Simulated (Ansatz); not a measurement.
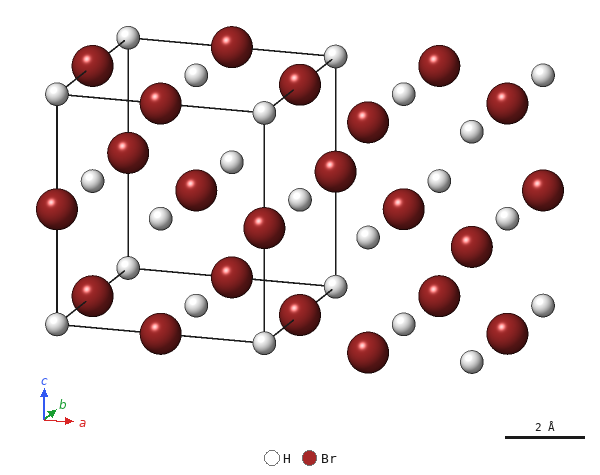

Reference structure: a symmetric starting cell of HBr. The picture is a ball-and-stick view of the conventional cell (4 times the calculation's cell), repeated 2 × 1 × 1 with one cell outlined, seen slightly off an axis. Lengths and directions refer to the drawn axes.

Level of theory: DFT r2SCAN, scalar-relativistic, plane waves, PAW (Ansatz 0.2.0). Set-up: plane-wave cutoff 500 eV; k-point mesh 12 × 12 × 12; occupations gaussian; smearing width 0.1 eV; no spin polarisation.

The variant: The cell is strained by −2.4 % along a and −0.9 % across it (volume −4.1 %), the atoms keeping their fractional coordinates. No relaxation follows. The starting cell wasn't computed here and needn't be at equilibrium, so pressure and forces aren't due to the change alone.

> What is the effect?

The space group stays Fmmm (No. 69). The pressure is −8.1 GPa (not all of it need come from the change, since the unchanged cell can be under pressure at this level too). The principal stresses (compression positive) are −4.2 GPa along c, −8.6 GPa along b, −11.6 GPa along a. All forces vanish by symmetry.

Drawn alike, the variant:

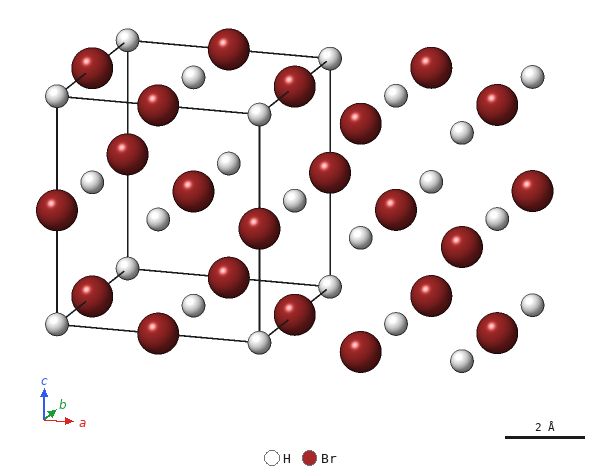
